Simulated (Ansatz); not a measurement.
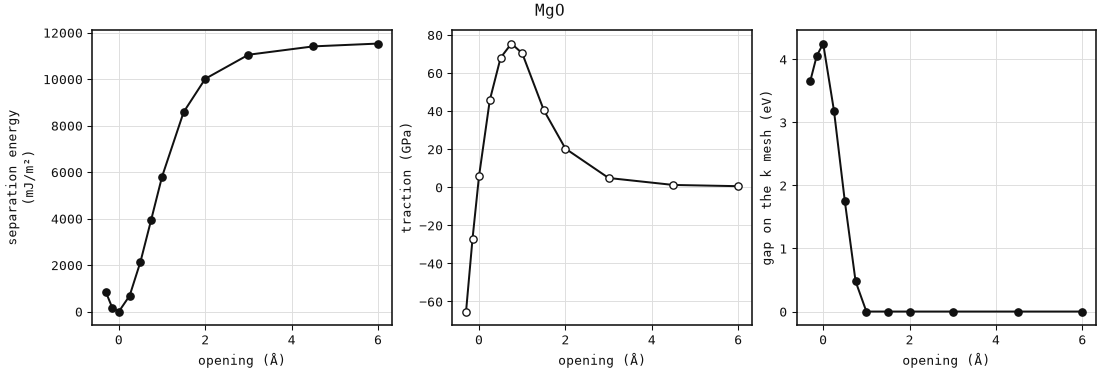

The figure shows the separation energy, traction and gap on the k mesh against opening for MgO, space group Fm-3m (No. 225).

Structure:
```xyz
12
Lattice="2.1351 -2.1351 0.0000 2.1351 0.0000 -2.1351 8.5406 8.5406 8.5406" Properties=species:S:1:pos:R:3 pbc="T T T"
Mg    3.2027   -1.0676   -1.0676
Mg    7.4730    7.4730    7.4730
Mg    3.2027    1.0676    1.0676
Mg    7.4730    3.2027    3.2027
Mg    3.2027    3.2027    3.2027
Mg    7.4730    5.3379    5.3379
O     5.3379    1.0676    1.0676
O     1.0676    1.0676    1.0676
O     5.3379    3.2027    3.2027
O     9.6082    5.3379    5.3379
O     9.6082    3.2027    3.2027
O     9.6082    7.4730    7.4730
```

Method: rigid opening of a crystal across a plane by lengthening cell vector c along the normal, one cut a cell, unrelaxed, by plane-wave density functional theory with PAW datasets, free energies less that of the undisturbed cell; scalar-relativistic (Ansatz 0.2.0). Level: PBEsol, no spin polarisation.

```tsv
setting	value
wave cutoff	420 eV
k mesh	9×9×2
occupations	Gaussian
smearing width	0.05 eV
k shift	(0, 0, 0) (mesh steps)
start	as given
height of the cut	0 (fraction of cell vector c)
```

Question: What work of separation does the curve reach?

Answer: The energy levels off at about 11500 mJ/m², the work of separating the two rigid halves, or 5760 mJ/m² for each new face on average.

Question: Is the starting structure at a minimum along this coordinate?

Answer: Yes: the energy rises on both sides of the starting structure, which is therefore a minimum along this path.

Limits of the calculation: gap closes along the scan on a mesh chosen for the insulator; no spin polarisation, a magnetic state may lie lower; odd k mesh can miss points on the zone edge; reference crystal is not relaxed.
